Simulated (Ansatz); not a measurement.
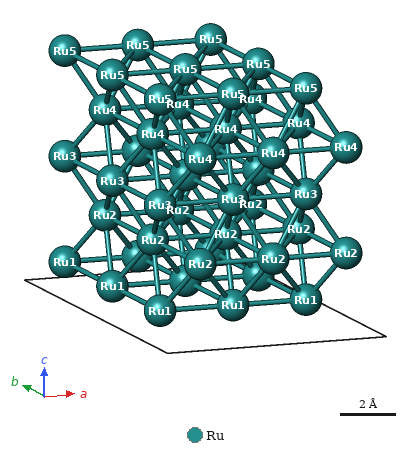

A slab of composition Ru (cut from the P6_3/mmc phase), before the relaxation. The picture is a ball-and-stick view of the 3 × 3 repeat of the cell, outlined in the plane, without the vacuum, seen from a free direction.

Case: (0 0 1) slab, atoms relaxed. The slab is the (0 0 1) face of Ru.

Theory: DFT PBE, scalar-relativistic, plane waves, PAW (Ansatz 0.2.0).

The input:
```yaml
crystal:
  lattice:
    - [2.7200250909, 0.0, 0.0]
    - [-1.3600125454, 2.3556108276, 0.0]
    - [0.0, 0.0, 23.5935389932]
  atoms:
    - { symbol: Ru, position: [0.3333333333, 0.6666666667, 0.3178836376] }
    - { symbol: Ru, position: [0.6666666667, 0.3333333333, 0.4089418188] }
    - { symbol: Ru, position: [0.3333333333, 0.6666666667, 0.5] }
    - { symbol: Ru, position: [0.6666666667, 0.3333333333, 0.5910581812] }
    - { symbol: Ru, position: [0.3333333333, 0.6666666667, 0.6821163624] }
basis:
  ecutwfc: 420
kpoints:
  mp_grid: { grid: [15, 15, 1] }
hamiltonian:
  xc: pbe
scf:
  occupations: { method: gaussian, width: 0.1 }
output:
  forces: true
  eigenvalues: true
relax:
  adjacent_minimum: "off"
  f_tol: 0.02
  max_steps: 60
efield:
  axis: 3
  dipole_correction: true
  ramp_width: 0.04
```

Command:
```bash
ansatz run input.yaml --threads 1 --pin off --max-ram 2560MiB --backend cpu --events-out ev --progress --plain --runs-dir out
```

Predict the outcome.

Answer. The largest moves, 0.062 Å, are those of Ru1 and Ru5. Ru1 goes along the normal (+c). The lattice vectors keep their values. Near-neighbour distances that change, for instance: Ru1–Ru2 2.661 → 2.599 Å, Ru2–Ru3 2.661 → 2.674 Å. Over 3 geometry steps the energy falls by 57.0 meV per cell of the calculation. Largest force component: 0.71 eV/Å at the start, 0.0017 eV/Å at the end. Cost: 2.2 min on 1 thread of Arm Neoverse N1, on a shared host, peak memory 0.43 GiB.

After the run, drawn alike:

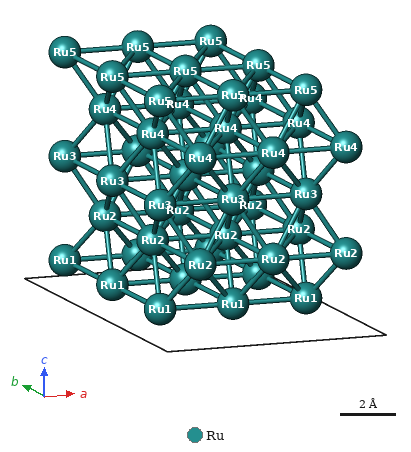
